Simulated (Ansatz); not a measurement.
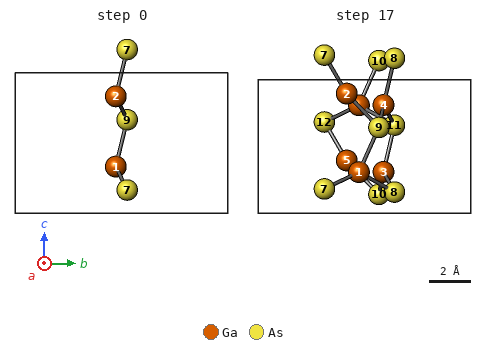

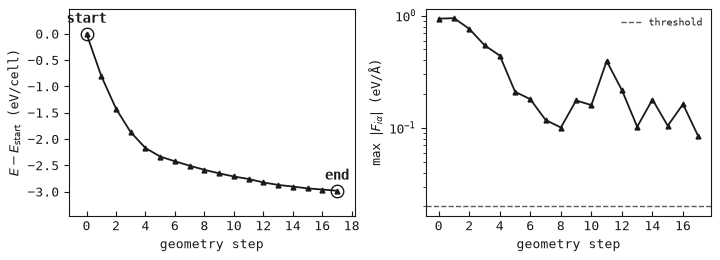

First and last geometry of a relaxation of a wire of composition GaAs, with the history of the run. A ball-and-stick model of the cell of the calculation, with the vacuum cut short, seen along the a axis.

Case: armchair ribbon, 6 formula units a period.

Theory: DFT PBEsol, scalar-relativistic, plane waves, PAW (Ansatz 0.2.0).

Input
```yaml
crystal:
  lattice:
    - [19.0, 0.0, 0.0]
    - [0.0, 9.9, 0.0]
    - [0.0, 0.0, 6.9116612584]
  atoms:
    - { symbol: Ga, position: [0.657517743, 0.4717672389, 0.3333333333] }
    - { symbol: Ga, position: [0.7625295716, 0.4717672389, 0.8333333333] }
    - { symbol: Ga, position: [0.4474940857, 0.4717672389, 0.3333333333] }
    - { symbol: Ga, position: [0.5525059143, 0.4717672389, 0.8333333333] }
    - { symbol: Ga, position: [0.2374704284, 0.4717672389, 0.3333333333] }
    - { symbol: Ga, position: [0.342482257, 0.4717672389, 0.8333333333] }
    - { symbol: As, position: [0.7625295716, 0.5282327611, 0.1666666667] }
    - { symbol: As, position: [0.5525059143, 0.5282327611, 0.1666666667] }
    - { symbol: As, position: [0.657517743, 0.5282327611, 0.6666666667] }
    - { symbol: As, position: [0.342482257, 0.5282327611, 0.1666666667] }
    - { symbol: As, position: [0.4474940857, 0.5282327611, 0.6666666667] }
    - { symbol: As, position: [0.2374704284, 0.5282327611, 0.6666666667] }
basis:
  ecutwfc: 420
kpoints:
  mp_grid: { grid: [1, 1, 5] }
hamiltonian:
  xc: pbesol
scf:
  occupations: { method: gaussian, width: 0.05 }
output:
  forces: true
  stress: true
  eigenvalues: true
  populations: true
  write_density: true
  write_potential: true
  elf: true
  volumetric_format: npy
relax:
  adjacent_minimum: "off"
  f_tol: 0.02
  max_steps: 45
  cell: { fix: [a, b, alpha, beta, gamma], stress_tol: 0.03 }
```

Launched with:
```bash
ansatz run input.yaml --threads 4 --pin off --max-ram 11264MiB --backend cpu --events-out ev --progress --plain --runs-dir out
```

### Read the history and describe the run.

The run was cut off at its time limit before the relaxation converged, so the last structure is only a point on the way. The largest moves relative to the centre of the atoms, 2.44 Å, are those of As7 and As12. By element the largest moves are As 2.44 Å, Ga 1.68 Å. Along the periodic axis the drawn cell goes c 6.912 → 6.582 Å (−4.8 %). Some distances before and after: Ga2–As7 2.371 → 2.266 Å, Ga1–As8 2.371 → 2.441 Å, Ga1–As9 2.371 → 2.430 Å, Ga3–As10 2.371 → 2.417 Å. Bond angles that change, for instance: As7–Ga2–As9 114.6° → 166.6°, Ga1–As7–Ga2 114.6° → 77.7°, Ga2–As9–Ga4 114.6° → 85.7°. The energy falls by 2.980 eV per cell of the calculation in 17 geometry steps. The largest force component goes from 0.94 to 0.084 eV/Å. The run took 5.3 min on 4 threads of Arm Neoverse V1, with other jobs on the host, peak memory 2 GiB.

| step | E − E(0), meV/atom | largest force component, eV/Å |
| --- | --- | --- |
| 0 | 0.00 | 0.9401 |
| 1 | -66.75 | 0.9499 |
| 2 | -118.45 | 0.7634 |
| 3 | -155.82 | 0.5454 |
| 4 | -180.75 | 0.4408 |
| 5 | -194.23 | 0.2101 |
| 6 | -201.77 | 0.1802 |
| 7 | -208.73 | 0.1177 |
| 8 | -215.26 | 0.1009 |
| 9 | -220.87 | 0.1756 |
| 10 | -225.80 | 0.1596 |
| 11 | -229.74 | 0.3943 |
| 12 | -235.21 | 0.2169 |
| 13 | -239.11 | 0.1025 |
| 14 | -241.76 | 0.1790 |
| 15 | -244.64 | 0.1046 |
| 16 | -246.44 | 0.1628 |
| 17 | -248.34 | 0.0843 |
